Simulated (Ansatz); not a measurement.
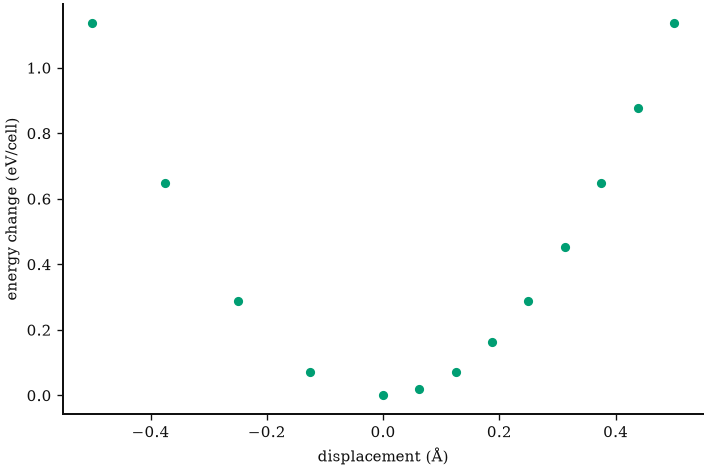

The plot gives the computed energy change against displacement.

How it was computed, with Ansatz 0.2.0: all atoms of one element of a crystal moved along a line, all else fixed, by plane-wave density functional theory with PAW datasets, free energies less that of the undisturbed cell, pressure positive in compression; scalar-relativistic. Level: PBE, no spin polarisation.

Q: For which of these solids was it computed?
A. Si₂Ni, Fm-3m (No. 225), 13.5 Å³/atom, moved element Si, direction [1.0, 0.0, 0.0]
B. SiNi₃, Pm-3m (No. 221), 10.8 Å³/atom, moved element Ni, direction [0.0, 1.0, 0.0]
C. SrTiO₃, Pm-3m (No. 221), 12.2 Å³/atom, moved element Sr, direction [0.0, -0.70711, -0.70711]

A: A, Si₂Ni: energy change from 0.00 eV/cell to 1.14 eV/cell. The others give: SiNi₃, energy change from 0.0000 eV/cell to 0.8021 eV/cell; SrTiO₃, energy change from 0.0000 eV/cell to 0.0688 eV/cell.

For Si₂Ni, limits of the calculation: no spin polarisation, a magnetic state may lie lower.

For SiNi₃, limits of the calculation: no spin polarisation, a magnetic state may lie lower.
